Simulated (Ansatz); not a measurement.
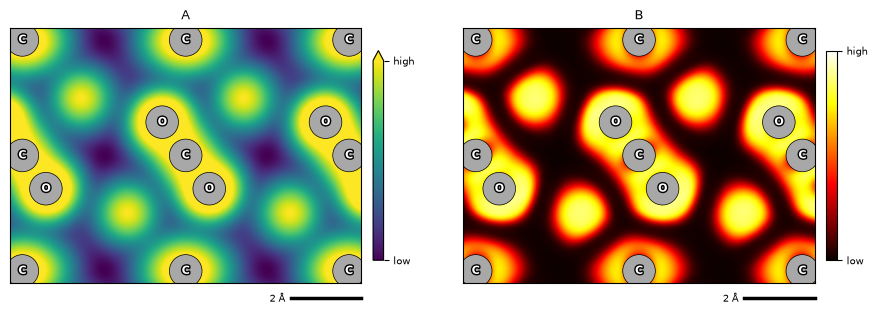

CO2: 2 fields on the (101) plane of the conventional cell, with unlabelled colour scales. Grey discs cover the atomic cores.

Space group Pa-3; a generated structure, not necessarily the stable one; computed pressure about 30 GPa in this cell.

All numbers below come from Ansatz 0.2.0, DFT PBEsol, scalar-relativistic, plane waves, PAW.

```cif
data_structure
_symmetry_space_group_name_H-M 'P 1'
_symmetry_Int_Tables_number 1
_cell_length_a 4.6274
_cell_length_b 4.6274
_cell_length_c 4.6274
_cell_angle_alpha 90.000
_cell_angle_beta 90.000
_cell_angle_gamma 90.000
_cell_volume 99.09
loop_
_atom_site_label
_atom_site_type_symbol
_atom_site_fract_x
_atom_site_fract_y
_atom_site_fract_z
_atom_site_occupancy
C1 C 0.00000 0.00000 0.00000 1
C2 C 0.50000 0.00000 0.50000 1
C3 C 0.50000 0.50000 0.00000 1
C4 C 0.00000 0.50000 0.50000 1
O1 O 0.14404 0.14404 0.14404 1
O2 O 0.85596 0.85596 0.85596 1
O3 O 0.35596 0.85596 0.64404 1
O4 O 0.64404 0.14404 0.35596 1
O5 O 0.64404 0.35596 0.85596 1
O6 O 0.35596 0.64404 0.14404 1
O7 O 0.85596 0.64404 0.35596 1
O8 O 0.14404 0.35596 0.64404 1
```

> The panels show electron localisation function and valence pseudo-density in some order. Assign them.

Panel A: valence pseudo-density. Panel B: electron localisation function. From the grid: C–O (1.15 Å): ρ at the midpoint is about 3.8 e/Å³; the ELF peaks at about 0.80 between the atoms (inside overlapping PAW spheres, so only a guide): a short, multiple covalent bond.
